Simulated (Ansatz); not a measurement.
## Run report: Ti3O4, single-point calculation (part 2 of 3)

The same run, continued: Ti3O4 (I4/mmm, 14 atoms in the cell); DFT r2SCAN, scalar-relativistic, plane waves, PAW, spin-polarised (Ansatz 0.2.0); cutoff 500 eV, 6×6×6 k-mesh, Gaussian smearing of 0.05 eV, collinear spins. The structure derives from a Materials Project entry.

Geometry of the input (Å; fractional positions):
```
-2.0622  2.0622  -4.0790
-2.0622  2.0622  4.0790
4.1244  4.1244  0.0000
Ti -0.5000  0.0000  0.2500
Ti -0.5000  0.5000  0.0000
Ti -0.0000  0.5000  0.2500
O  -0.2500  -0.2500  0.2500
O  -0.2444  0.2444  0.0000
O  0.2500  0.2500  0.2500
O  -0.7556  0.7556  0.0000
Ti -0.0000  0.5000  0.7500
Ti -0.0000  1.0000  0.5000
Ti 0.5000  1.0000  0.7500
O  0.2500  0.2500  0.7500
O  0.2556  0.7444  0.5000
O  0.7500  0.7500  0.7500
O  -0.2556  1.2556  0.5000
```

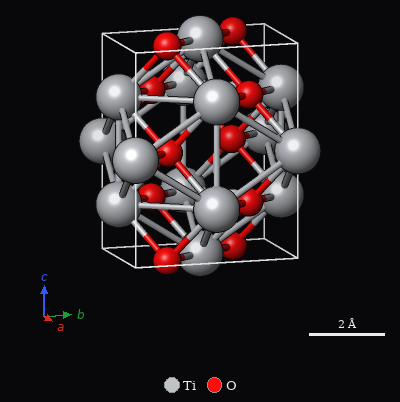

Figure 1. The input geometry (ball-and-stick view of the cell of the calculation, seen slightly off an axis).

## Log, continued
```
SCF iter   1: F=-19593.719180 eV  HF=-19594.691413 eV  |F-HF|=9.72e-1  |Δ(HF+E_count)|=         —  Δρ=4.49e-2 (↑4.49e-2 ↓4.49e-2)  dr2=5.17e0  dr2_τ=1.83e-1  dr2_m=1.32e0  M=0.000 μB ∫|m|=3.135 μB  β_m=0.30  ethr=3.10e-3  ⟨swp⟩=6.1  Hψ=31124  notcnv=0  defer=48
preconditioner: auto → Kerker (q_TF=auto, 2.663 Å⁻¹)  [metal: Δε(μ)=0.010 eV  Ē_g=10.420 eV  σ=0.050 eV  W_gap=0.11  n_scr=48 (ndim 8)  ℏωp=26.7 eV  f_vac=0.000  D(μ)=6.88/eV (n_scr^D=64)]
spin=Collinear: Kerker preconditioning applied to the charge; magnetization (m = ρ↑ − ρ↓) channel mixes plain (no charge-response kernel on spin).
SCF iter   2: F=-19595.678093 eV  HF=-19595.661336 eV  |F-HF|=1.68e-2  |Δ(HF+E_count)|=   9.70e-1  Δρ=3.18e-2 (↑3.18e-2 ↓3.18e-2)  dr2=2.30e0  dr2_τ=4.38e-2  dr2_m=7.66e-1  M=0.000 μB ∫|m|=2.923 μB  β_m=0.30  ethr=3.10e-3  ⟨swp⟩=2.0  Hψ=10400  notcnv=0  defer=978  κ⁻¹=1.0e0(r=1)
SCF iter   3: F=-19596.083149 eV  HF=-19596.066463 eV  |F-HF|=1.67e-2  |Δ(HF+E_count)|=   4.05e-1  Δρ=2.40e-2 (↑2.40e-2 ↓2.40e-2)  dr2=1.25e0  dr2_τ=2.09e-2  dr2_m=5.00e-1  M=-0.000 μB ∫|m|=2.636 μB  β_m=0.30  ethr=1.92e-3  ⟨swp⟩=2.0  Hψ=8394  notcnv=0  defer=978  κ⁻¹=1.5e-1(r=2)
SCF iter   4: F=-19596.321561 eV  HF=-19596.268301 eV  |F-HF|=5.33e-2  |Δ(HF+E_count)|=   2.02e-1  Δρ=1.75e-2 (↑1.75e-2 ↓1.75e-2)  dr2=3.82e-1  dr2_τ=9.68e-3  dr2_m=3.39e-1  M=-0.000 μB ∫|m|=2.378 μB  β_m=0.30  ethr=1.04e-3  ⟨swp⟩=3.1  Hψ=14898  notcnv=0  defer=988  κ⁻¹=5.2e-2(r=3)
SCF iter   5: F=-19596.394875 eV  HF=-19596.282141 eV  |F-HF|=1.13e-1  |Δ(HF+E_count)|=   1.38e-2  Δρ=1.40e-2 (↑1.40e-2 ↓1.40e-2)  dr2=1.01e-1  dr2_τ=6.71e-3  dr2_m=2.26e-1  M=-0.000 μB ∫|m|=2.159 μB  β_m=0.30  ethr=3.18e-4  ⟨swp⟩=2.2  Hψ=11924  notcnv=0  defer=988  κ⁻¹=2.9e-3(r=4)
SCF iter   6: F=-19596.418119 eV  HF=-19596.357844 eV  |F-HF|=6.03e-2  |Δ(HF+E_count)|=   7.57e-2  Δρ=1.10e-2 (↑1.10e-2 ↓1.10e-2)  dr2=2.26e-2  dr2_τ=3.38e-3  dr2_m=1.48e-1  M=-0.000 μB ∫|m|=1.988 μB  β_m=0.30  ethr=8.40e-5  ⟨swp⟩=2.3  Hψ=11388  notcnv=0  defer=988  κ⁻¹=3.8e-4(r=5)
SCF iter   7: F=-19596.434757 eV  HF=-19596.393246 eV  |F-HF|=4.15e-2  |Δ(HF+E_count)|=   3.54e-2  Δρ=8.98e-3 (↑8.98e-3 ↓8.98e-3)  dr2=5.13e-3  dr2_τ=2.04e-3  dr2_m=1.00e-1  M=-0.000 μB ∫|m|=1.838 μB  β_m=0.30  ethr=1.88e-5  ⟨swp⟩=2.1  Hψ=11957  notcnv=0  defer=988  κ⁻¹=1.6e-4(r=6)
SCF iter   8: F=-19596.445316 eV  HF=-19596.417610 eV  |F-HF|=2.77e-2  |Δ(HF+E_count)|=   2.44e-2  Δρ=7.51e-3 (↑7.51e-3 ↓7.50e-3)  dr2=9.83e-4  dr2_τ=1.32e-3  dr2_m=7.12e-2  M=-0.000 μB ∫|m|=1.695 μB  β_m=0.30  ethr=4.27e-6  ⟨swp⟩=2.2  Hψ=14520  notcnv=0  defer=988  κ⁻¹=1.4e-5(r=7)
SCF iter   9: F=-19596.453945 eV  HF=-19596.432941 eV  |F-HF|=2.10e-2  |Δ(HF+E_count)|=   1.53e-2  Δρ=6.33e-3 (↑6.33e-3 ↓6.33e-3)  dr2=2.63e-4  dr2_τ=8.89e-4  dr2_m=5.08e-2  M=-0.000 μB ∫|m|=1.570 μB  β_m=0.30  ethr=8.20e-7  ⟨swp⟩=2.3  Hψ=15905  notcnv=0  defer=972
Mixer restart at iter 9: flushing history
spin-set hold released at iteration 9 (site moments contracting): the magnetisation degrees of freedom join the quasi-Newton model from the next iteration; the mixer history was flushed
SCF iter  10: F=-19596.460715 eV  HF=-19596.444443 eV  |F-HF|=1.63e-2  |Δ(HF+E_count)|=   1.15e-2  Δρ=5.41e-3 (↑5.41e-3 ↓5.41e-3)  dr2=1.24e-4  dr2_τ=6.19e-4  dr2_m=3.72e-2  M=-0.000 μB ∫|m|=1.456 μB  β_m=0.30  ethr=2.19e-7  ⟨swp⟩=2.8  Hψ=14011  notcnv=0  defer=972  κ⁻¹=1.0e0(r=1)
SCF iter  11: F=-19596.486923 eV  HF=-19596.482231 eV  |F-HF|=4.69e-3  |Δ(HF+E_count)|=   3.78e-2  Δρ=1.46e-3 (↑1.46e-3 ↓1.46e-3)  dr2=2.09e-4  dr2_τ=3.27e-5  dr2_m=2.65e-3  M=-0.000 μB ∫|m|=0.835 μB  β_m=0.30  ethr=1.03e-7  ⟨swp⟩=4.5  Hψ=21935  notcnv=0  defer=974  κ⁻¹=2.7e-3(r=2)
SCF iter  12: F=-19596.491910 eV  HF=-19596.488425 eV  |F-HF|=3.48e-3  |Δ(HF+E_count)|=   6.19e-3  Δρ=1.14e-3 (↑1.14e-3 ↓1.14e-3)  dr2=9.88e-5  dr2_τ=1.90e-5  dr2_m=1.60e-3  M=-0.000 μB ∫|m|=0.668 μB  β_m=0.30  ethr=1.03e-7  ⟨swp⟩=3.0  Hψ=16924  notcnv=0  defer=968  κ⁻¹=1.1e-3(r=3)
SCF iter  13: F=-19596.499091 eV  HF=-19596.497959 eV  |F-HF|=1.13e-3  |Δ(HF+E_count)|=   9.53e-3  Δρ=6.91e-4 (↑6.91e-4 ↓6.91e-4)  dr2=1.32e-4  dr2_τ=7.49e-6  dr2_m=5.75e-4  M=-0.000 μB ∫|m|=0.341 μB  β_m=0.30  ethr=8.23e-8  ⟨swp⟩=3.2  Hψ=17854  notcnv=0  defer=974  κ⁻¹=7.3e-4(r=4)
SCF iter  14: F=-19596.501859 eV  HF=-19596.501641 eV  |F-HF|=2.18e-4  |Δ(HF+E_count)|=   3.68e-3  Δρ=3.70e-4 (↑3.70e-4 ↓3.70e-4)  dr2=9.32e-5  dr2_τ=3.45e-6  dr2_m=1.52e-4  M=-0.000 μB ∫|m|=0.085 μB  β_m=0.30  ethr=8.23e-8  ⟨swp⟩=3.5  Hψ=17669  notcnv=0  defer=978  κ⁻¹=6.8e-4(r=5)
SCF iter  15: F=-19596.502103 eV  HF=-19596.502051 eV  |F-HF|=5.13e-5  |Δ(HF+E_count)|=   4.10e-4  Δρ=2.30e-4 (↑2.30e-4 ↓2.30e-4)  dr2=6.05e-5  dr2_τ=1.62e-6  dr2_m=5.86e-5  M=-0.000 μB ∫|m|=0.049 μB  β_m=0.30  ethr=7.76e-8  ⟨swp⟩=2.1  Hψ=14474  notcnv=0  defer=973  κ⁻¹=2.0e-4(r=6)
SCF iter  16: F=-19596.502253 eV  HF=-19596.502241 eV  |F-HF|=1.20e-5  |Δ(HF+E_count)|=   1.90e-4  Δρ=8.79e-5 (↑8.79e-5 ↓8.79e-5)  dr2=4.09e-6  dr2_τ=2.36e-7  dr2_m=8.72e-6  M=-0.000 μB ∫|m|=0.021 μB  β_m=0.30  ethr=5.04e-8  ⟨swp⟩=2.5  Hψ=13330  notcnv=0  defer=973  κ⁻¹=6.1e-5(r=7)
SCF iter  17: F=-19596.502269 eV  HF=-19596.502270 eV  |F-HF|=1.11e-6  |Δ(HF+E_count)|=   2.87e-5  Δρ=4.90e-5 (↑4.90e-5 ↓4.90e-5)  dr2=5.25e-6  dr2_τ=1.35e-7  dr2_m=1.80e-6  M=-0.000 μB ∫|m|=0.010 μB  β_m=0.30  ethr=3.41e-9  ⟨swp⟩=3.0  Hψ=16240  notcnv=0  defer=973  κ⁻¹=3.5e-5(r=8)
SCF iter  18: F=-19596.502275 eV  HF=-19596.502274 eV  |F-HF|=8.34e-7  |Δ(HF+E_count)|=   4.07e-6  Δρ=2.34e-5 (↑2.34e-5 ↓2.34e-5)  dr2=3.86e-7  dr2_τ=2.32e-8  dr2_m=4.76e-7  M=-0.000 μB ∫|m|=0.004 μB  β_m=0.30  ethr=3.41e-9  ⟨swp⟩=2.1  Hψ=13607  notcnv=0  defer=975  κ⁻¹=5.5e-6(r=8)
SCF iter  19: F=-19596.502275 eV  HF=-19596.502275 eV  |F-HF|=1.13e-7  |Δ(HF+E_count)|=   1.08e-6  Δρ=1.07e-5 (↑1.07e-5 ↓1.06e-5)  dr2=8.75e-8  dr2_τ=4.14e-9  dr2_m=1.16e-7  M=-0.000 μB ∫|m|=0.002 μB  β_m=0.30  ethr=8.33e-11  ⟨swp⟩=10.2  Hψ=40180  notcnv=0  κ⁻¹=5.6e-5(r=8)
iter 20 did not close the SCF: its close was put off for a magnetic moment that had not settled (scf_convergence_deferred on its scf_iter line)
SCF iter  20: F=-19596.502275 eV  HF=-19596.502275 eV  |F-HF|=3.41e-8  |Δ(HF+E_count)|=   1.95e-7  Δρ=6.42e-6 (↑6.42e-6 ↓6.42e-6)  dr2=2.94e-8  dr2_τ=1.53e-9  dr2_m=4.46e-8  M=-0.000 μB ∫|m|=0.002 μB  β_m=0.30  ethr=7.29e-11  ⟨swp⟩=4.8  Hψ=26281  notcnv=0  κ⁻¹=9.8e-6(r=8)
iter 21 did not close the SCF: its close was put off for a magnetic moment that had not settled (scf_convergence_deferred on its scf_iter line)
SCF iter  21: F=-19596.502275 eV  HF=-19596.502275 eV  |F-HF|=1.83e-8  |Δ(HF+E_count)|=   5.99e-8  Δρ=4.57e-6 (↑4.57e-6 ↓4.57e-6)  dr2=1.12e-8  dr2_τ=6.41e-10  dr2_m=2.38e-8  M=-0.000 μB ∫|m|=0.002 μB  β_m=0.30  ethr=2.45e-11  ⟨swp⟩=1.6  Hψ=22132  notcnv=0  κ⁻¹=2.4e-6(r=8)
iter 22 did not close the SCF: its close was put off for a magnetic moment that had not settled (scf_convergence_deferred on its scf_iter line)
SCF iter  22: F=-19596.502275 eV  HF=-19596.502275 eV  |F-HF|=1.02e-8  |Δ(HF+E_count)|=   3.68e-8  Δρ=3.06e-6 (↑3.06e-6 ↓3.06e-6)  dr2=1.70e-9  dr2_τ=1.79e-10  dr2_m=1.14e-8  M=-0.000 μB ∫|m|=0.001 μB  β_m=0.30  ethr=9.32e-12  ⟨swp⟩=1.9  Hψ=23706  notcnv=0  κ⁻¹=3.1e-6(r=8)
iter 23 did not close the SCF: its close was put off for a magnetic moment that had not settled (scf_convergence_deferred on its scf_iter line)
SCF iter  23: F=-19596.502275 eV  HF=-19596.502275 eV  |F-HF|=6.81e-9  |Δ(HF+E_count)|=   2.27e-8  Δρ=2.13e-6 (↑2.13e-6 ↓2.12e-6)  dr2=5.48e-10  dr2_τ=1.11e-10  dr2_m=5.47e-9  M=-0.000 μB ∫|m|=0.001 μB  β_m=0.30  ethr=1.42e-12  ⟨swp⟩=1.0  Hψ=24246  notcnv=0  κ⁻¹=3.1e-6(r=8)
iter 24 did not close the SCF: its close was put off for a magnetic moment that had not settled (scf_convergence_deferred on its scf_iter line)
SCF iter  24: F=-19596.502275 eV  HF=-19596.502275 eV  |F-HF|=3.09e-9  |Δ(HF+E_count)|=   1.40e-8  Δρ=1.43e-6 (↑1.43e-6 ↓1.43e-6)  dr2=3.97e-10  dr2_τ=5.50e-11  dr2_m=2.43e-9  M=-0.000 μB ∫|m|=0.000 μB  β_m=0.30  ethr=1.00e-12  ⟨swp⟩=1.1  Hψ=23700  notcnv=0  κ⁻¹=6.9e-6(r=8)
iter 25 did not close the SCF: its close was put off for a magnetic moment that had not settled (scf_convergence_deferred on its scf_iter line)
SCF iter  25: F=-19596.502275 eV  HF=-19596.502275 eV  |F-HF|=1.33e-9  |Δ(HF+E_count)|=   5.42e-9  Δρ=9.54e-7 (↑9.54e-7 ↓9.54e-7)  dr2=3.87e-10  dr2_τ=2.35e-11  dr2_m=1.05e-9  M=-0.000 μB ∫|m|=0.000 μB  β_m=0.30  ethr=1.00e-12  ⟨swp⟩=1.1  Hψ=21808  notcnv=0  κ⁻¹=3.4e-5(r=8)
iter 26 did not close the SCF: its close was put off for a magnetic moment that had not settled (scf_convergence_deferred on its scf_iter line)
SCF iter  26: F=-19596.502275 eV  HF=-19596.502275 eV  |F-HF|=5.13e-10  |Δ(HF+E_count)|=   3.58e-9  Δρ=5.64e-7 (↑5.64e-7 ↓5.63e-7)  dr2=1.78e-10  dr2_τ=8.56e-12  dr2_m=3.64e-10  M=-0.000 μB ∫|m|=0.000 μB  β_m=0.30  ethr=1.00e-12  ⟨swp⟩=1.1  Hψ=21583  notcnv=0  κ⁻¹=4.4e-5(r=8)
SCF iter  27: F=-19596.502275 eV  HF=-19596.502275 eV  |F-HF|=1.46e-10  |Δ(HF+E_count)|=   1.15e-9  Δρ=2.65e-7 (↑2.65e-7 ↓2.65e-7)  dr2=8.76e-11  dr2_τ=2.90e-12  dr2_m=7.06e-11  M=-0.000 μB ∫|m|=0.000 μB  ethr=1.00e-12  ⟨swp⟩=1.1  Hψ=21357  notcnv=0
WARN: the starting moments were not kept: the SCF closed with an absolute magnetisation of 5.4e-5 μB, where they sum to 6 μB in size (6 sites). That is at most 0.1 of that sum. Measured as dr2_m measures the in/out step, that magnetisation stands 3.4e-10 eV from none, at or under the dr2_threshold of 1.0e-7 eV: it is no larger than a step whose dr2_m would equal this threshold. The system may hold no moment; this SCF shows only that its start led to no more than that. To try another start: raise the starting moments (crystal.atoms[].spin, magnetization.per_species, magnetization.initial_magnetization, or on a non-collinear deck that types none of these the spinor_matrix: blocks that start its atoms; where the total moment is fixed, keep their sum and leave initial_magnetization as it is; typed ones take the place of any that the run laid by itself, positive ones on a crystal's lanthanoids without a Hubbard term where scf.initial_density.shell_occupations: [] is typed) or, if the notice of its spin-set hold's release reads "site moments contracting" or "site moments show no strong build", lengthen the hold (scf.mixing.spin_hold: { on: { confirm: 4 } }; for m-r²SCAN on two components see the key's manual first). Each may lead to a state that holds a moment. A second SCF, from the converged charge density, with the starting moments and any scf.initial_density.shell_occupations laid on it anew, would have followed, and was not run: the deck does not ask for one (magnetization.retry_lost_moments is false, the default). To let it run, set magnetization.retry_lost_moments: true and run the deck again, where that key's refused combinations let it; where memory then withholds it, that run's warning says so.
SCF 1 converged in 27 iterations: F = -19596.502275 eV  dr2 = 8.76e-11
  greatest PAW one-centre occupation: 1.002 electrons in one spin orbital (limit 2), on the Ti atom at site 9 (counted from 0), in its partial waves of l = 1
```

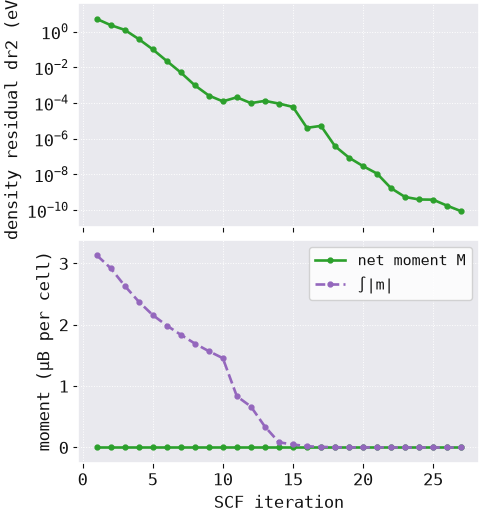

Figure 2. Convergence of the self-consistent field: density residual dr2 and magnetic moment against the SCF iteration. The residual falls almost steadily, with no more than small rises. The net moment stays at 0.0 μB per cell, and ∫|m| falls to zero.

```
this state was not tested for a lower state beside it, because the mixer in use, unlike msr1, does not test its closes by its own steps (another_mixer; see scf.mixing.algorithm and scf.lower_state_search)
SCF converged after 27 iterations
Magnetization: -0.0000 μB (60.0000 up, 60.0000 down)
Absolute magnetization: 0.0001 μB (∫|ρ↑−ρ↓|, with the PAW one-centre terms)
Spin contamination: 0.0000 ħ² per cell (⟨S²⟩ above its minimum at these occupations)
Per-site moments (μB) at R_I (Å): [(-2.3655376431503402e-6, 0.84130019527125), (1.0297852751305972e-5, 0.85065856288875), (-2.365537643060659e-6, 0.84130019527125), (-5.956591529012861e-7, 0.84130019527125), (1.8911284442326792e-7, 0.8508663649889668), (-5.95659152898827e-7, 0.84130019527125), (1.8911284434384556e-7, 0.8508663649889668), (2.37106297820542e-6, 0.84130019527125), (-1.031511706441398e-5, 0.85065856288875), (2.3710629782526265e-6, 0.84130019527125), (5.963699494361657e-7, 0.84130019527125), (-1.897986796337188e-7, 0.8508663649889668), (5.96369949425914e-7, 0.84130019527125), (-1.8979867963005033e-7, 0.8508663649889668)]
Free energy (F): -19596.502275 eV
Harris-Foulkes:  -19596.502275 eV  (|F-HF|=1.46e-10)
Internal energy: -19596.498931 eV  (E = F + TS)
E sigma→0 (E₀):  -19596.500603 eV
Entropy (-TS):   -0.003345 eV (-0.239 meV/atom)
Fermi energy:    14.979675 eV
--- Per-component energies (eV) ---
  E_band       = -909.442033
  E_kinetic    = 3070.656418
  E_local      = -7012.832724  (includes V_loc(G=0)·N_el)
  E_nonlocal   = 419.441947
  E_hartree    = 2768.556140
  E_xc         = -1156.165707
  E_vxc        = -1656.603524  (∫ρ·V_xc dr)
  E_paw        = -7620.752988  (= ΣΔE_a)
  E_vpaw       = -1375.543186  (= ΣTr[D̂ρ^β])
  E_aug_tail   = 0.008590  (compensation charges beyond the density's cutoff)
  E_vtau       = 108.317684  (kinetic-family band-sum trace: ∫τ·v_τ [+ j·A + Jᵃ·Aᵃ] dr)
  E_ewald      = -10063.634336
  E_core_change = -1.776270  (= ΣΔE_core)
  E_smearing   = -0.003345  (= −TS)
  E_closure    = -0.000000  (closes the sum)
  Σ components = -19596.502275   (vs F -19596.502275, Δ=0.00e0)
```
